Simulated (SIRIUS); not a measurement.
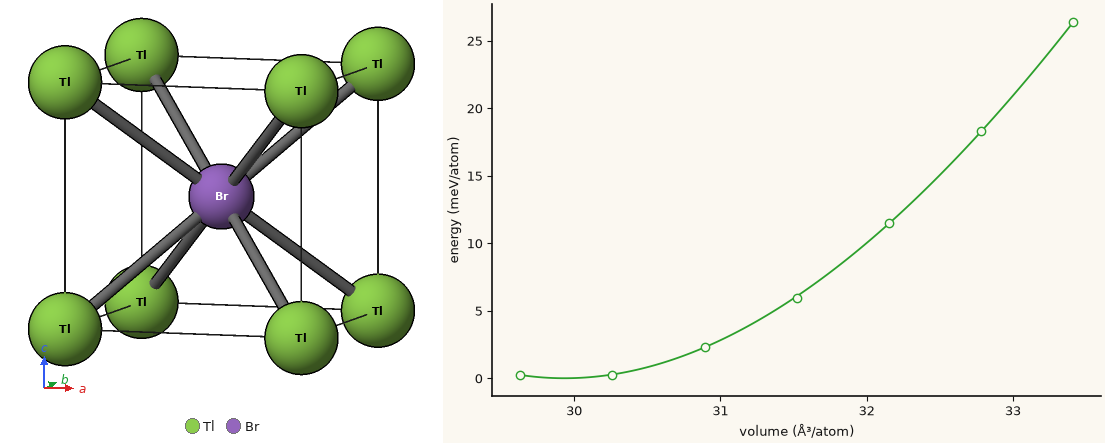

Plotted: energy against volume for TlBr, space group Pm-3m (No. 221). The conventional cell is drawn beside the plot.

The given structure:
```
Tl Br
1.0
     3.98000    0.00000    0.00000
     0.00000    3.98000    0.00000
     0.00000    0.00000    3.98000
Tl Br
1 1
Direct
  0.00000 0.00000 0.00000
  0.50000 0.50000 0.50000
```

Computed with SIRIUS 7.12.0: all-electron LAPW DFT, no spin polarisation; energies at scaled volumes of the given cell, shape and fractions fixed, counted from the fit's minimum, third-order Birch-Murnaghan fit. Level: PBEsol.

- k mesh: 7×7×7
- occupations: Fermi–Dirac
- smearing width: 0.05 eV
- potentials: all electron FP LAPW
- program settings: basis apw+lo standard, gk cutoff 3.5 1/bohr, pw cutoff 20 1/bohr

This calculation gives: equilibrium volume 29.93 Å³/atom and bulk modulus 25.2 GPa.

Now the level changes from PBEsol to PBE. Predict the effect.

The equilibrium volume rises from 29.93 to 33.25 Å³/atom (+11 %) and the bulk modulus falls from 25.2 to 20.8 GPa (−17 %).

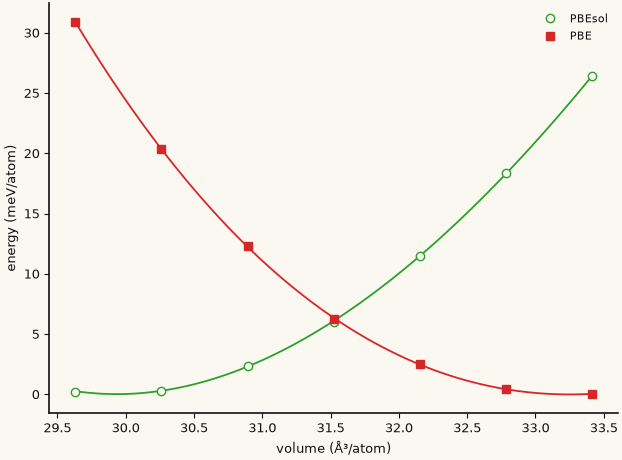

The two results together.

For both, limits of the calculation: spin-orbit coupling left out, heavy elements.

V0 and the bulk modulus come from third-order Birch–Murnaghan fits.
